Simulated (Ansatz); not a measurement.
## Electronic structure of Al in real space

```
Al
1.0
     2.72176    0.00000    0.00000
     0.00000    2.72176    0.00000
     0.00000    0.00000    2.72176
Al
1
Direct
  0.00000 0.00000 0.00000
```

Space group Pm-3m; a generated structure, not necessarily the stable one.

Level of theory: Ansatz, Kohn-Sham DFT of a periodic cell, r2SCANh, Ansatz PAW.

The density is the valence pseudo-density of a PAW calculation; it isn't the true density close to the nuclei.

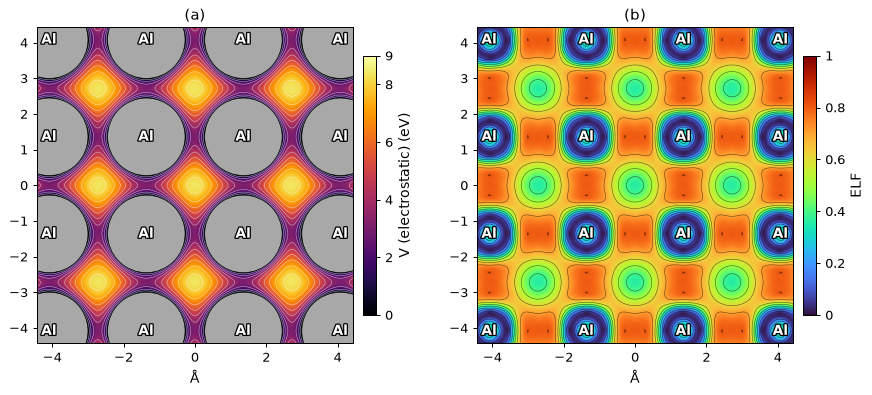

Figure 1. (a) electrostatic potential (local pseudopotential plus Hartree) felt by an electron; (b) ELF on the (100) plane of the conventional cell. Grey discs cover the atomic cores in the potential map.

Read the bonding off the picture.

The plane passes through Al nuclei.
Al–Al (2.72 Å): the ELF peaks at about 0.80 between the atoms.
Outside the cores the potential energy rises away from the atoms and is highest about 1.9 Å from the nearest atoms; its zero is arbitrary.

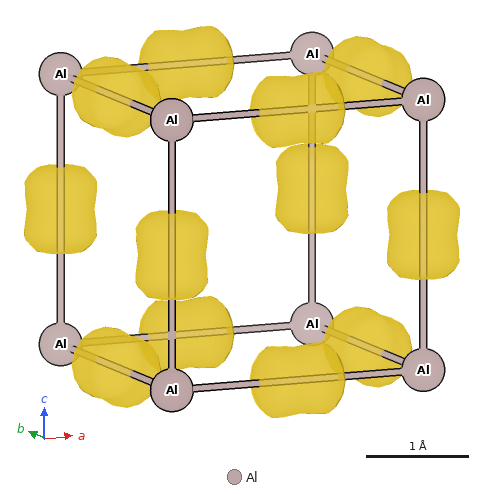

Figure 2. Isosurface of the ELF at 0.75 (yellow), seen slightly off an axis. Core shells and regions of very low density are left out. Sticks mark near contacts.

Describe the localisation domains.

The ELF exceeds this value in three regions between bonded Al–Al atoms, counted in one cell of 1 atoms. Regions shared between cells count once.

Does the calculation make it a metal, or give it a gap?

It is metallic or semimetallic at this level of theory: no gap opens.
